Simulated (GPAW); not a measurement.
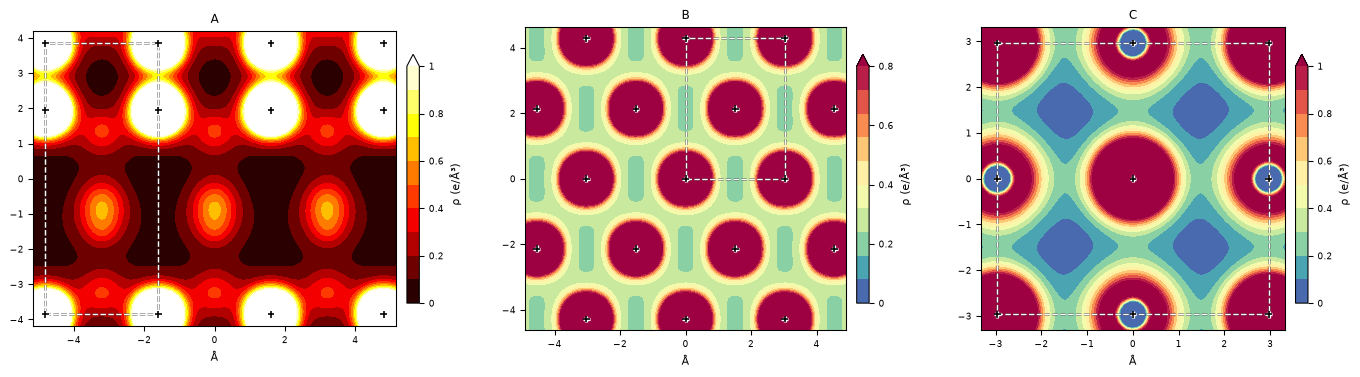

The valence pseudo-density of 3 systems, each on a plane through atoms (crosses mark nuclei in the plane).

Theory: GPAW, Kohn-Sham DFT of a periodic cell, PBEsol, PAW data sets made by gpaw-setup for the functional.

System 1: PbS, the (100) plane of the conventional cell. Space group Fm-3m.

```yaml
crystal:
  lattice:
    - [5.93150, 0.00000, 0.00000]
    - [0.00000, 5.93150, 0.00000]
    - [0.00000, 0.00000, 5.93150]
  atoms:
    - { symbol: Pb, position: [0.00000, 0.00000, 0.00000] }
    - { symbol: Pb, position: [0.50000, 0.50000, 0.00000] }
    - { symbol: Pb, position: [0.50000, 0.00000, 0.50000] }
    - { symbol: Pb, position: [0.00000, 0.50000, 0.50000] }
    - { symbol: S, position: [0.50000, 0.00000, 0.00000] }
    - { symbol: S, position: [0.00000, 0.50000, 0.00000] }
    - { symbol: S, position: [0.00000, 0.00000, 0.50000] }
    - { symbol: S, position: [0.50000, 0.50000, 0.50000] }
```

System 2: CoO, the (100) plane of the conventional cell. Space group R3m; a structure from a database of computed crystals, not necessarily the ambient phase; computed pressure about −7 GPa in this cell; spin-polarised.

```
Co O
1.0
     3.20444    0.00000    0.00000
    -1.60222    2.77513    0.00000
     0.00000    0.00000    7.69941
Co O
3 3
Direct
  0.66667 0.33333 0.33231
  0.33333 0.66667 0.66564
  0.00000 0.00000 0.99898
  0.66667 0.33333 0.08435
  0.33333 0.66667 0.41769
  0.00000 0.00000 0.75102
```

System 3: V, the (11̄0) plane of the conventional cell. Space group Im-3m; computed pressure about −11 GPa in this cell; spin-polarised.

```xyz
2
Lattice="3.0287 0.0000 0.0000 0.0000 3.0287 0.0000 0.0000 0.0000 3.0287" Properties=species:S:1:pos:R:3 pbc="T T T"
V     0.0000    0.0000    0.0000
V     1.5144    1.5144    1.5144
```

Match each panel to its system.

Answer. Panel A is system 2, CoO: the plane holds Co and O. Co–O (1.91 Å): ρ at the midpoint is about 0.72 e/Å³. Panel B is system 3, V: the plane holds V. V–V (2.62 Å): ρ is about 0.28 e/Å³ halfway. Panel C is system 1, PbS: the plane holds Pb and S. Pb–S (2.97 Å): ρ at the midpoint is about 0.22 e/Å³.
